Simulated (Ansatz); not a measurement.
## Band-structure calculation of KBr

System: KBr (R-3m, 2 atoms in the cell).
Method: DFT, r2SCAN, plane waves, PAW, no spin polarisation (Ansatz 0.2.0).

The structure was built on a prototype by a generator. The geometry comes from this level: r2SCAN (a point of a series of strains). It belongs to a series of runs on one base structure; here: epitaxial_111 strain +2.9%.

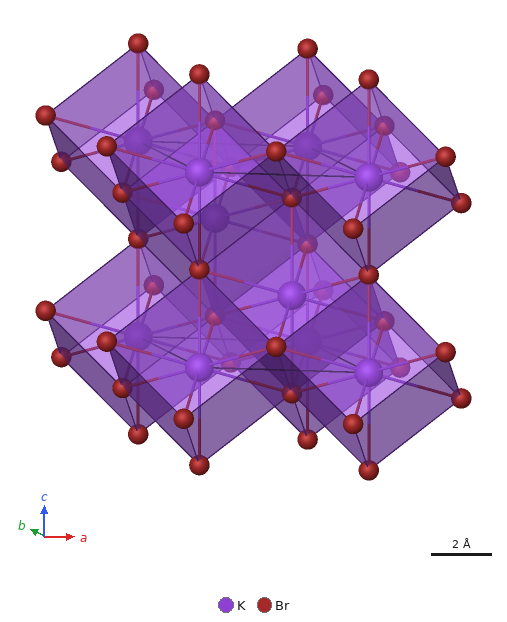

Figure 1. The structure as given in the input (polyhedral view of the cell 3 times as large as that of the calculation, set on its symmetry axes, seen slightly off an axis; polyhedra are completed across the faces of the cell).

**Input file**
```yaml
crystal:
  lattice:
    - [4.0181233363, -0.0714552532, -0.0714552532]
    - [-0.0714552532, 4.0181233363, -0.0714552532]
    - [-0.0714552532, -0.0714552532, 4.0181233363]
  atoms:
    - { symbol: K, position: [0.0, 0.0, 0.0] }
    - { symbol: Br, position: [0.5, 0.5, 0.5] }
kpoints:
  mp_grid: { grid: [6, 6, 6] }
  band_path:
    path:
      - [0.0, 0.0, 0.0]
      - [0.0, 0.5, 0.0]
      - [0.5, 0.5, 0.0]
      - [0.5, 0.5, 0.5]
      - [0.0, 0.5, 0.5]
    npoints: 1
hamiltonian:
  xc: r2scan
scf:
  occupations: { method: fixed }
  n_extra_bands: 4
output:
  forces: true
  stress: true
  eigenvalues: true
  write_density: true
  write_potential: true
  elf: true
  volumetric_format: npy
```

Machine: 4 threads of an Arm (aarch64) CPU, shared host.

Launched with:
```bash
ansatz run input.yaml --threads 4 --pin off --max-ram 3686MiB --backend cpu --events-out ev --progress --plain --runs-dir out
```

**What the program printed**
```
scf.n_extra_bands = 4 over 8 filled bands (N_el = 16.0): the run solves 12 bands
Engine: ansatz 0.2.0, aarch64-unknown-linux-gnu
Pseudopotentials: kind: paw
Pseudopotential: K, paw, valence charge 9, recommended cutoff 500 eV (meta_gga), K.paw.azcp
Pseudopotential: Br, paw, valence charge 7, recommended cutoff 500 eV (meta_gga), Br.paw.azcp
Functional definition: r2SCAN
  parameter k0 = 0.174
  parameter k1 = 0.065
  parameter a1 = 4.9479
  exchange = r2scan_x(k0 = k0, k1 = k1, a1 = a1)
  correlation = r2scan_c
Crystal: 2 atoms, lattice volume = 64.812 Å³
Basis set: ecut = 500 eV, 1653 PW (Γ), exchange–correlation on 120×120×120 points (64 copies of the dense FFT grid, shifted against one another)
Bands: 12, of which v1, the nominal top of the filled ones, is band 8 counted from 1 (7 counted from 0)
Symmetry: 12 space group operations
Space group: R-3m (ITA 166), of the structure as read, at distance tolerance 4.0e-5 Å
k-points: 32 of 216
Non-local potential: K, projectors of the file, l = 0: 3, l = 1: 2, l = 2: 2
Non-local potential: Br, projectors of the file, l = 0: 2, l = 1: 2, l = 2: 2
PAW form: soft (Blöchl's): semilocal exchange-correlation on the pseudo side does not see the compensation charge
PAW frozen core: K, regenerated for the run's functional (the file was generated under x = pbe(κ = 0.804, μ = 0.2195149727645171), c = pbe(β = 0.06672455060314922))
PAW frozen core: Br, regenerated for the run's functional (the file was generated under x = pbe(κ = 0.804, μ = 0.2195149727645171), c = pbe(β = 0.06672455060314922))
PAW one-centre angular grid: K, 302 points (default); XC on 160 Gauss nodes
PAW one-centre angular grid: Br, 302 points (default); XC on 160 Gauss nodes
Initial density: superposition of atomic densities (neutral atoms: chi_scale 0, normalization atom), corrected by the library's trained network
Initial wavefunctions: pseudopotential atomic-orbital guess
Functional: x = r2scan, c = r2scan; τ floored in thin density (d = 2e-4 eV/Å³)
SCF iter   1: F=—  HF=-4339.186245 eV  |F-HF|=—  |Δ(HF+E_count)|=         —  Δρ=2.64e-3  dr2=3.53e-3  dr2_τ=2.12e-3  ethr=1.77e-3  ⟨swp⟩=5.6  Hψ=2146  notcnv=0  defer=45
preconditioner: auto → none  [insulator: Δε(μ)=4.726 eV  Ē_g=15.642 eV  n_scr=6 (ndim 8)  ℏωp=17.3 eV  f_vac=0.008  ε∞_Penn≈2.2]
SCF iter   2: F=—  HF=-4339.200242 eV  |F-HF|=—  |Δ(HF+E_count)|=   1.40e-2  Δρ=1.08e-3  dr2=2.75e-4  dr2_τ=6.31e-5  ethr=2.21e-5  ⟨swp⟩=3.0  Hψ=1001  notcnv=0  defer=61
SCF iter   3: F=—  HF=-4339.200384 eV  |F-HF|=—  |Δ(HF+E_count)|=   1.42e-4  Δρ=3.60e-4  dr2=3.26e-5  dr2_τ=4.78e-6  ethr=1.72e-6  ⟨swp⟩=3.0  Hψ=706  notcnv=0  defer=61
SCF iter   4: F=—  HF=-4339.200407 eV  |F-HF|=—  |Δ(HF+E_count)|=   2.23e-5  Δρ=4.83e-5  dr2=4.81e-7  dr2_τ=4.17e-7  ethr=2.04e-7  ⟨swp⟩=2.7  Hψ=630  notcnv=0  defer=52
iter 5 did not close the SCF: its close was put off for the readings that it lacked (scf_convergence_deferred on its scf_iter line)
SCF iter   5: F=-4339.200407 eV  HF=-4339.200407 eV  |F-HF|=3.18e-8  |Δ(HF+E_count)|=   7.27e-7  Δρ=6.72e-6  dr2=9.46e-9  dr2_τ=4.61e-9  ethr=3.01e-9  ⟨swp⟩=2.3  Hψ=611  notcnv=0  defer=55
SCF iter   6: F=-4339.200407 eV  HF=-4339.200407 eV  |F-HF|=1.21e-10  |Δ(HF+E_count)|=   3.54e-8  Δρ=7.69e-7  dr2=2.14e-10  dr2_τ=5.59e-11  ethr=5.91e-11  ⟨swp⟩=9.7  Hψ=3382  notcnv=0
SCF 1 converged in 6 iterations: F = -4339.200407 eV  dr2 = 2.14e-10
  greatest PAW one-centre occupation: 0.989 electrons in one spin orbital (limit 2), on the K atom at site 0 (counted from 0), in its partial waves of l = 0
```

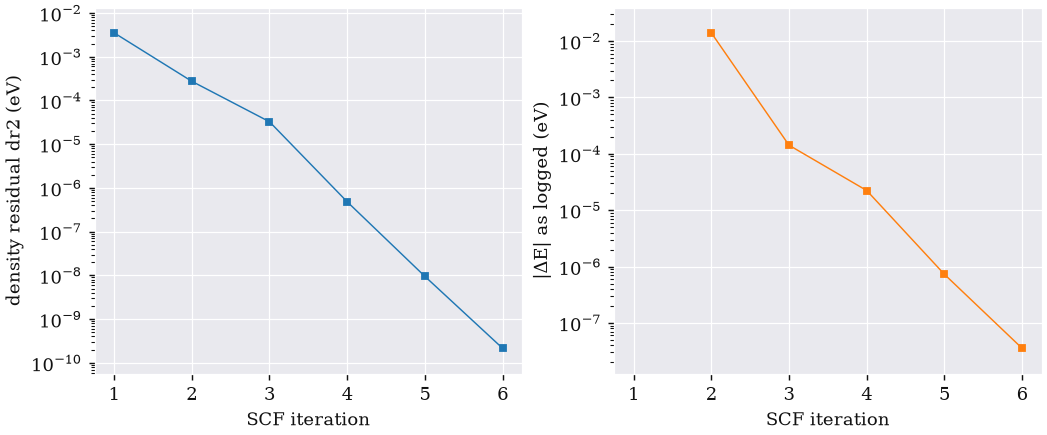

Figure 2. Convergence of the self-consistent field: density residual dr2 and size of the energy change against the SCF iteration. The residual falls at every step.

```
NSCF: frozen V_eff on 5 k-points
SCF converged after 6 iterations
Free energy (F): -4339.200407 eV
Harris-Foulkes:  -4339.200407 eV  (|F-HF|=1.21e-10)
Internal energy: -4339.200407 eV  (E = F + TS)
E sigma→0 (E₀):  -4339.200407 eV
Fermi energy:    2.065267 eV
--- Per-component energies (eV) ---
  E_band       = -132.424229
  E_kinetic    = 388.543935
  E_local      = -765.892617  (includes V_loc(G=0)·N_el)
  E_nonlocal   = 82.342737
  E_hartree    = 241.689989
  E_xc         = -385.671908
  E_vxc        = -302.217368  (∫ρ·V_xc dr)
  E_paw        = -3057.957919  (= ΣΔE_a)
  E_vpaw       = -35.661149  (= ΣTr[D̂ρ^β])
  E_aug_tail   = -0.000002  (compensation charges beyond the density's cutoff)
  E_vtau       = 17.080309  (kinetic-family band-sum trace: ∫τ·v_τ [+ j·A + Jᵃ·Aᵃ] dr)
  E_ewald      = -841.900244
  E_core_change = -0.354379  (= ΣΔE_core)
  E_smearing   = -0.000000  (= −TS)
  E_closure    = 0.000000  (closes the sum)
  Σ components = -4339.200407   (vs F -4339.200407, Δ=0.00e0)
--- Forces (eV/Å), atoms counted from 1 ---
  atom   1  K     -0.00000000     0.00000000    -0.00000000
  atom   2  Br     0.00000000     0.00000000     0.00000000
  max |Σ_I F_I| component: 9.73e-30 eV/Å
--- Stress (GPa, compression-positive) ---
       -0.452374       0.239387       0.239387
        0.239387      -0.452374       0.239387
        0.239387       0.239387      -0.452374
  P = ⅓ Tr σ = -0.4524 GPa (-4.524 kbar)
--- Band table (eV; the first three rows and the last of 32) ---
  k-point 0: bands = ["-27.6339", "-11.1789", "-10.2899", "-10.2899", "-10.2860", "1.7559", "1.8243", "1.8243", "6.7295", "8.4726", "8.4726", "12.3560"]
  k-point 1: bands = ["-27.6312", "-11.2204", "-10.2852", "-10.2848", "-10.2355", "1.2579", "1.7778", "1.8383", "7.3484", "8.6949", "9.0619", "12.3907"]
  k-point 2: bands = ["-27.6259", "-11.2993", "-10.2771", "-10.2757", "-10.1324", "0.4234", "1.7705", "1.8660", "8.5298", "9.3121", "10.2078", "12.2764"]
  k-point 31: bands = ["-27.6038", "-10.7989", "-10.4107", "-10.4107", "-10.3556", "0.5794", "0.5794", "0.6093", "9.9708", "9.9708", "10.4993", "12.1927"]
```

**File bands.tsv**
```
# k_distance	band_0	band_1	band_2	band_3	band_4	band_5	band_6	band_7	band_8	band_9	band_10	band_11
# fermi_ev = 2.065267
# lock_threshold_ev = 1e-6
# [0, 0, 0] at k_distance = 0.000000
# [0, 0.5, 0] at k_distance = 0.782616
# [0.5, 0.5, 0] at k_distance = 1.565232
# [0.5, 0.5, 0.5] at k_distance = 2.347848
# [0, 0.5, 0.5] at k_distance = 3.130464
# levels_relative_to = fermi_ev
# free_energy_ev = -4339.200407
# largest_residual_norms_ev = 5.042e-4 1.300e-3 6.460e-4 7.639e-4 8.413e-4 1.742e-3 2.161e-3 2.210e-3 1.561e-3 1.342e-3 1.117e-3 1.367e-3
0.000000	-29.699160	-13.244140	-12.355179	-12.355179	-12.351260	-0.309389	-0.240940	-0.240940	4.664258	6.407350	6.407350	10.290730
0.782616	-29.688478	-13.402385	-12.338317	-12.336217	-12.145863	-1.990111	-0.298324	-0.185409	7.265778	7.801471	8.481040	9.582912
1.565232	-29.678568	-12.975695	-12.510204	-12.494833	-12.318085	-1.466840	-1.391874	0.000000	5.847768	7.238877	8.767111	8.825704
2.347848	-29.669089	-12.864121	-12.475921	-12.475921	-12.420894	-1.485862	-1.485862	-1.455992	7.905510	7.905510	8.433992	10.127461
3.130464	-29.678568	-12.975695	-12.510204	-12.494833	-12.318085	-1.466840	-1.391874	0.000000	5.847768	7.238877	8.767111	8.825704
```

**File rho_z.tsv**
```
# z_ang	rho[e/angstrom^3]
# format = ansatz-planar-average/11
# lattice	4.018123336	-0.071455253	-0.071455253
# lattice	-0.071455253	4.018123336	-0.071455253
# lattice	-0.071455253	-0.071455253	4.018123336
# sites	2
# site	19	0.000000000	0.000000000	0.000000000
# site	35	1.937606415	1.937606415	1.937606415
0.000000	4.413376e-1
0.133980	4.280485e-1
0.267960	3.873741e-1
0.401939	3.226780e-1
0.535919	2.481210e-1
0.669899	1.832496e-1
0.803879	1.417694e-1
0.937859	1.273010e-1
1.071838	1.366699e-1
1.205818	1.634895e-1
1.339798	1.987810e-1
1.473778	2.315570e-1
1.607758	2.532683e-1
1.741737	2.627293e-1
1.875717	2.648682e-1
2.009697	2.649357e-1
2.143677	2.648682e-1
2.277657	2.627293e-1
2.411636	2.532683e-1
2.545616	2.315570e-1
2.679596	1.987810e-1
2.813576	1.634895e-1
2.947555	1.366699e-1
3.081535	1.273010e-1
3.215515	1.417694e-1
3.349495	1.832496e-1
3.483475	2.481210e-1
3.617454	3.226780e-1
3.751434	3.873741e-1
3.885414	4.280485e-1
```

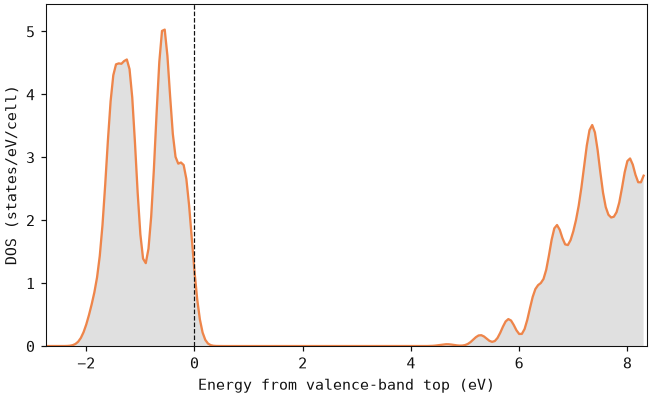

Figure 3. Density of states (the curve is built from the levels of the k mesh with Gaussians 0.3 eV wide, which also blur the band edges), with energies from the valence-band top. There is a gap of 4.66 eV on the k-point mesh. Small ripples come from the finite k-point mesh.

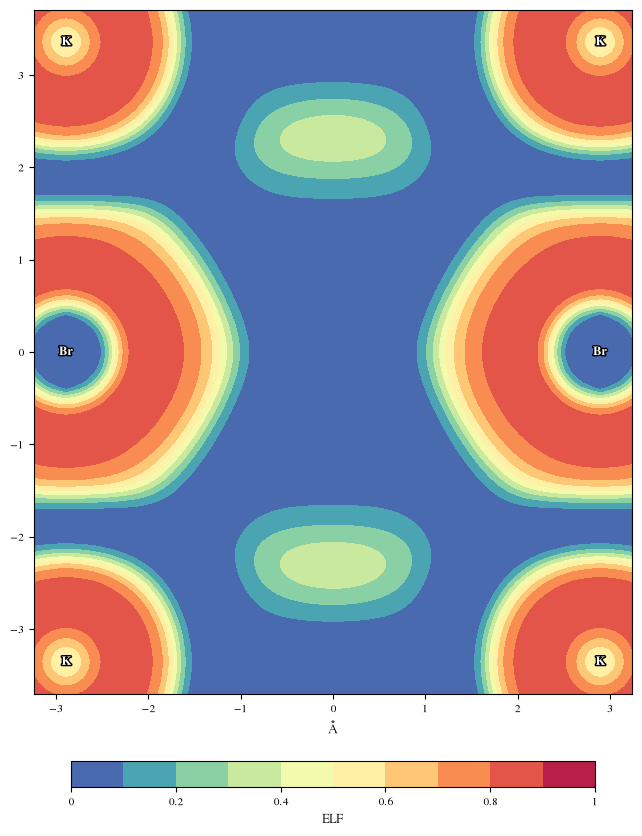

Figure 4. ELF on the (010) plane of the conventional cell. The plane passes through K and Br nuclei. K–Br (3.36 Å): the ELF peaks at about 0.90 in the valence shell of Br, 0.9 Å from its nucleus, and drops to about 0 between the two atoms, which marks a closed-shell, largely ionic contact. The strong features right at K lie inside the PAW spheres (semicore, d or f shells) and say nothing about bonding. In a PAW calculation such maps are meaningful between the atoms, not at the nuclei.

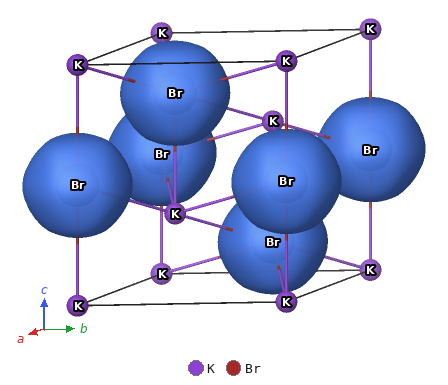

Figure 5. Isosurface of the electron localisation function at 0.65 (blue), seen slightly off an axis. Core shells and regions of very low density are left out. Sticks mark near contacts. The outline is the cell set on symmetry axes. Along the contacts the grid gives the following. K–Br (3.36 Å): the ELF peaks at about 0.90 in the valence shell of Br, 0.9 Å from its nucleus, and drops to about 0 between the two atoms, as expected for two separate closed shells. K–Br (3.52 Å): the ELF is about 0.10 at the midpoint, which marks a closed-shell, largely ionic contact.

**Results in brief**

- outcome: converged
- space group (tolerance 0.01 Å): R-3m (166)
- electrons treated: 16
- free energy: −4339.2004 eV
- Fermi energy: 2.065 eV
- gap on the k-point mesh: 4.66 eV
- pressure: −0.45 GPa
- largest force (length of the vector): under 0.001 eV/Å
- wall time: 1.9 s (CPU time 6.5 s)
- peak memory: 0.43 GiB
